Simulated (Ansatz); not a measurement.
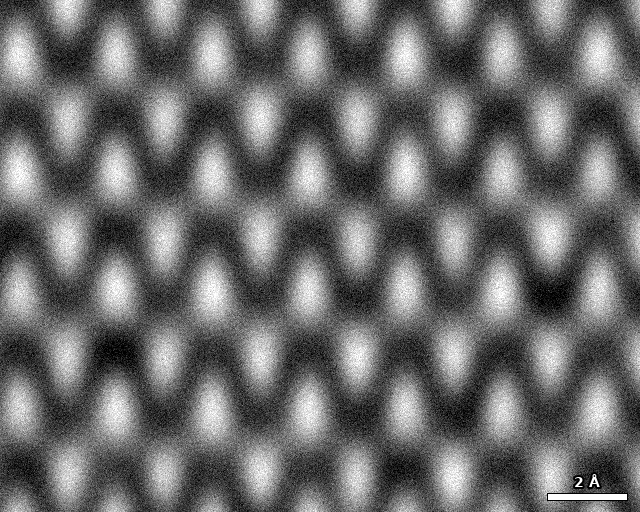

Phase-contrast TEM-like image of Ni (Pm-3n, No. 223). Simulated in the weak-phase-object approximation with neutral-atom potentials: 80 kV, Cs = −13 µm, defocus +88 Å (negative is underfocus), defocus spread 8 Å, aperture 0.86 1/Å. Shot noise and the speckle of an amorphous layer were added. Atomic positions: coordinates from a relaxation with DFT, LDA (PW92), plane waves (420 eV) with PAW, scalar-relativistic (Ansatz); the starting structure was generated, so it need not be a known form of this composition.

```yaml
crystal:
  lattice:
    - [4.34117, 0.00000, 0.00000]
    - [0.00000, 4.34117, 0.00000]
    - [0.00000, 0.00000, 4.34117]
  atoms:
    - { symbol: Ni, position: [0.00000, 0.00000, 0.00000] }
    - { symbol: Ni, position: [0.50000, 0.50000, 0.50000] }
    - { symbol: Ni, position: [0.25000, 0.00000, 0.50000] }
    - { symbol: Ni, position: [0.75000, 0.00000, 0.50000] }
    - { symbol: Ni, position: [0.50000, 0.25000, 0.00000] }
    - { symbol: Ni, position: [0.50000, 0.75000, 0.00000] }
    - { symbol: Ni, position: [0.00000, 0.50000, 0.25000] }
    - { symbol: Ni, position: [0.00000, 0.50000, 0.75000] }
```

> Along which zone axis is the crystal seen: [211], [210], [221] or [001]? (Directions equivalent by symmetry count as one.)

[211]. The projected cells are 2.51 × 3.07 Å, 90° for [211]; 1.94 × 4.34 Å, 90° for [210]; 2.05 × 3.24 Å, 108° for [221]; 4.34 × 4.34 Å, 90° for [001], and the image repeats as the [211] one does.
